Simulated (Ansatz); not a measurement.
**Energy of P along a strain of the cell**

System: P (4 atoms in the cell).
Method: DFT PBE, scalar-relativistic, plane waves, PAW, no spin polarisation (Ansatz 0.2.0).

The 8 runs differ only in the geometry, by a strain of the cell at fixed fractional positions. Against run 5, the strain is εxx = η and εyy = η. The structure derives from a Materials Project entry.

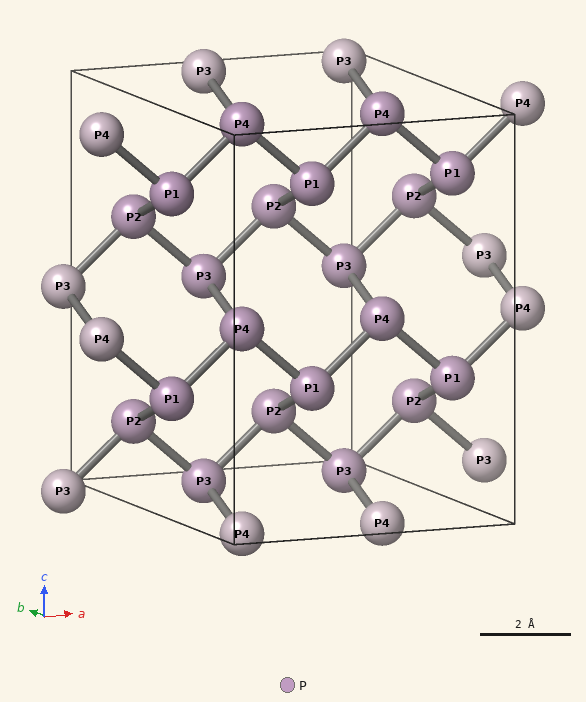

Figure 1. The structure of run 5 (ball-and-stick view of the 2 × 2 repeat of the cell, with the vacuum cut short, seen slightly off an axis; neighbours outside the cell are drawn fainter; atoms are numbered from 1 in the order of the input).

### Input of run 5
```yaml
crystal:
  lattice:
    - [3.4068675095, 0.0, 0.0]
    - [0.0, 36.1641696521, 0.0]
    - [0.0, 0.0, 4.63208471]
  atoms:
    - { symbol: P, position: [0.0, 0.97026143, 0.59215072] }
    - { symbol: P, position: [0.0, 0.02973857, 0.40784928] }
    - { symbol: P, position: [0.5, 0.02973857, 0.09215072] }
    - { symbol: P, position: [0.5, 0.97026143, 0.90784928] }
basis:
  ecutwfc: 420
kpoints:
  mp_grid: { grid: [8, 1, 6] }
hamiltonian:
  xc: pbe
scf:
  occupations: { method: gaussian, width: 0.05 }
output:
  forces: true
  stress: true
  eigenvalues: true
```

Run 7 differs from it as follows:
```diff
-    - [3.4068675095, 0.0, 0.0]
-    - [0.0, 36.1641696521, 0.0]
+    - [3.6531470885, 0.0, 0.0]
+    - [0.0, 38.7784469764, 0.0]
```

### Results, with one run withheld

```csv
run,strain parameter η (%),"free energy per atom, from the lowest run given (meV)",pressure (GPa),gap on the mesh (eV)
1,−18.0723,827.00,7.96,0.42
2,−14.4578,433.29,5.04,0.81
3,−10.8434,181.11,2.92,0.96
4,−7.2289,40.60,1.39,1.05
5,0.0000,0.00,−0.45,0.78
6,3.6145,63.15,−0.96,0.66
7,7.2289,?,?,?
8,10.8434,290.92,−1.53,0.27
```

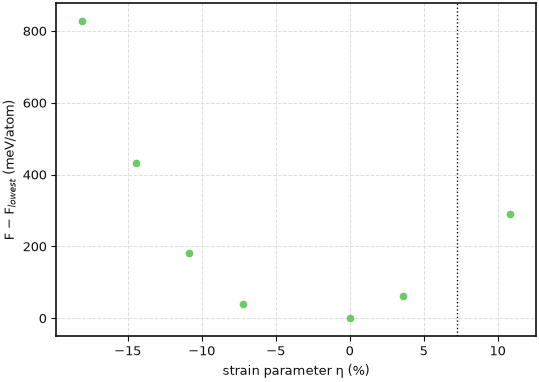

Figure 2. Free energy per atom of the runs given; the dotted line marks run 7.

What should run 7 give?

A cubic polynomial in the coordinate, fitted to the 7 runs given, misses them by at most 5.31 meV per atom. With x = η + 5.1635, it reads F = −5.4384 − 13.445 x + 3.0688 x² − 0.067239 x³ (meV per atom). At run 7 it gives 171.26 meV per atom, and the run itself gives 163.46. The fit has its minimum at η = −2.7873 %. So low a polynomial doesn't follow these energies more closely. The gap on the mesh lies between 0.27 eV (run 8) and 1.05 eV (run 4); run 7 has 0.52 eV. These are gaps of this functional on this mesh, which can miss the band edges; they aren't the measured gap.

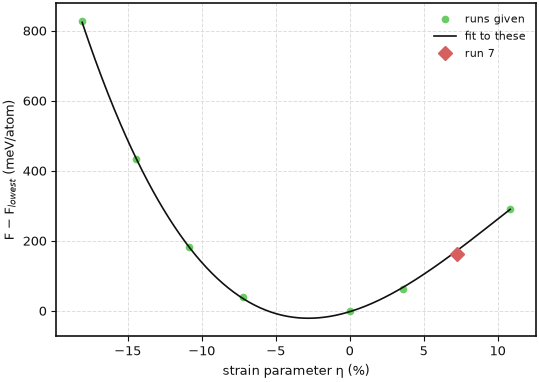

Figure 3. The fit and the withheld run.

### Output, shortened to warnings, some set-up lines, iterations and results (run 7)
```
Basis set: ecut = 420 eV, 12787 PW (Γ), exchange–correlation on 50×540×64 points (8 copies of the dense FFT grid, shifted against one another)
Symmetry: 8 space group operations
k-points: 20 of 48
Initial density: superposition of atomic densities (neutral atoms: chi_scale 0, normalization atom), corrected by the library's trained network
[...]
SCF iter   1: F=—  HF=-3021.931861 eV  |F-HF|=—  |Δ(HF+E_count)|=         —  Δρ=1.13e-3  dr2=1.46e-2  ethr=1.77e-3  ⟨swp⟩=9.7  Hψ=2254  notcnv=0
SCF iter   2: F=—  HF=-3021.929028 eV  |F-HF|=—  |Δ(HF+E_count)|=   2.83e-3  Δρ=3.17e-4  dr2=5.70e-4  ethr=7.30e-5  ⟨swp⟩=2.8  Hψ=721  notcnv=0
SCF iter   3: F=—  HF=-3021.929195 eV  |F-HF|=—  |Δ(HF+E_count)|=   1.67e-4  Δρ=1.58e-4  dr2=9.56e-5  ethr=2.85e-6  ⟨swp⟩=2.1  Hψ=463  notcnv=0
SCF iter   4: F=—  HF=-3021.929247 eV  |F-HF|=—  |Δ(HF+E_count)|=   5.17e-5  Δρ=4.59e-5  dr2=1.09e-5  ethr=4.78e-7  ⟨swp⟩=2.5  Hψ=457  notcnv=0
SCF iter   5: F=—  HF=-3021.929264 eV  |F-HF|=—  |Δ(HF+E_count)|=   1.78e-5  Δρ=5.79e-6  dr2=1.97e-7  ethr=5.43e-8  ⟨swp⟩=2.4  Hψ=513  notcnv=0
SCF iter   6: F=-3021.929265 eV  HF=-3021.929265 eV  |F-HF|=2.24e-9  |Δ(HF+E_count)|=   3.00e-7  Δρ=6.36e-7  dr2=3.80e-9  ethr=5.00e-10  ⟨swp⟩=8.0  Hψ=1550  notcnv=0
SCF 1 converged in 6 iterations: F = -3021.929265 eV  dr2 = 3.80e-9
SCF converged after 6 iterations
Free energy (F): -3021.929265 eV
Harris-Foulkes:  -3021.929265 eV  (|F-HF|=2.24e-9)
Internal energy: -3021.929265 eV  (E = F + TS)
E sigma→0 (E₀):  -3021.929265 eV
Fermi energy:    -3.282529 eV
--- Per-component energies (eV) ---
  E_band       = -186.255311
  E_kinetic    = 266.793132
  E_local      = -11127.295896  (includes V_loc(G=0)·N_el)
  E_nonlocal   = 134.153216
  E_hartree    = 5401.914797
  E_xc         = -239.144605
  E_vxc        = -233.965806  (∫ρ·V_xc dr)
  E_paw        = -2276.833804  (= ΣΔE_a)
  E_vpaw       = -29.769637  (= ΣTr[D̂ρ^β])
  E_aug_tail   = 0.000014  (compensation charges beyond the density's cutoff)
  E_ewald      = 4818.483881
  E_smearing   = -0.000000  (= −TS)
  E_closure    = -0.000000  (closes the sum)
  Σ components = -3021.929265   (vs F -3021.929265, Δ=0.00e0)
--- Forces (eV/Å), atoms counted from 1 ---
  atom   1  P      0.00000000     1.14037127    -0.15890283
  atom   2  P      0.00000000    -1.14037127     0.15890283
  atom   3  P      0.00000000    -1.14037127    -0.15890283
  atom   4  P      0.00000000     1.14037127     0.15890283
  max |Σ_I F_I| component: 2.22e-16 eV/Å
--- Stress (GPa, compression-positive) ---
       -2.056986       0.000000       0.000000
        0.000000      -1.284394       0.000000
        0.000000       0.000000      -0.574064
  P = ⅓ Tr σ = -1.3051 GPa (-13.051 kbar)
```
